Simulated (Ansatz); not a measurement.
Zn5O2

Input file:

```
crystal:
  lattice:
    - [1.5064447933, 0.8697463069, 11.3830930511]
    - [-1.5064447933, 0.8697463069, 11.3830930511]
    - [0.0, -1.7394926138, 11.3830930511]
  atoms:
    - { symbol: Zn, position: [0.5908842433, 0.5908842433, 0.5908842433] }
    - { symbol: Zn, position: [0.0, 0.0, 0.0] }
    - { symbol: Zn, position: [0.4091157567, 0.4091157567, 0.4091157567] }
    - { symbol: Zn, position: [0.8032931146, 0.8032931146, 0.8032931146] }
    - { symbol: Zn, position: [0.1967068854, 0.1967068854, 0.1967068854] }
    - { symbol: O, position: [0.2964350386, 0.2964350386, 0.2964350386] }
    - { symbol: O, position: [0.7035649614, 0.7035649614, 0.7035649614] }
basis:
  ecutwfc: 420
kpoints:
  mp_grid: { grid: [12, 12, 12] }
  band_path:
    path:
      - [[0.0, 0.0, 0.0], [0.5, 0.5, 0.5], [0.82944133, 0.17055867, 0.5]]
      - [[0.5, -0.17055867, 0.17055867], [0.5, 0.0, 0.0], [0.0, 0.0, 0.0], [0.33527934, -0.33527934, 0.0]]
      - [[0.66472066, 0.0, 0.33527934], [0.5, 0.0, 0.5], [0.0, 0.0, 0.0]]
    npoints: 14
hamiltonian:
  xc: pbe
scf:
  occupations: { method: gaussian, width: 0.1 }
  n_extra_bands: 17
output:
  forces: true
  stress: true
  eigenvalues: true
  populations: true
  dos: { projected: true, de: 0.02, nscf_kmesh: { grid: [15, 15, 15] } }
  bader: true
  write_density: true
  write_potential: true
  elf: true
  volumetric_format: npy
```

Launched as:

```sh
ansatz run input.yaml --threads 1 --pin off --max-ram 2560MiB --backend cpu --events-out ev --progress --plain --runs-dir out
```

Below, planes, directions and counts refer to the conventional cell (a = 3.01 Å, b = 3.01 Å, c = 34.15 Å, α = 90.00°, β = 90.00°, γ = 120.00°).

Space group R-3m; a generated structure, not necessarily the stable one.

Theory: DFT PBE, scalar-relativistic, plane waves, PAW in Ansatz.

Question: What can the converged valence pseudo-density and electron localisation function tell about the bonding?

Answer: Zn–O (2.15 Å): ρ at the midpoint is about 0.4 e/Å³; the ELF peaks at about 0.80 in the valence shell of O, 0.6 Å from its nucleus, and is about 0.15 at the midpoint: no shared electron pair shows on this line.
Bader's partition of the density gives Zn +0.03 to +1.26 and O −1.26 e.

Question: Metal or insulator at this level of theory?

Answer: It is metallic or semimetallic at this level of theory: no gap opens.

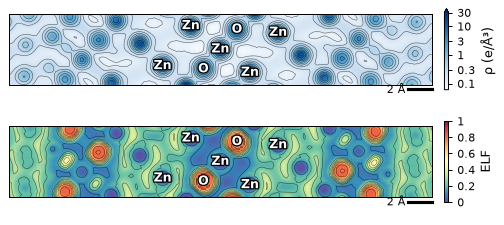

Computed valence pseudo-density and electron localisation function on the (111) plane of the conventional cell, in this order. Atoms just off the plane (Zn, 0.3 Å away and O, 0.4 Å away) can leave unmarked features too.
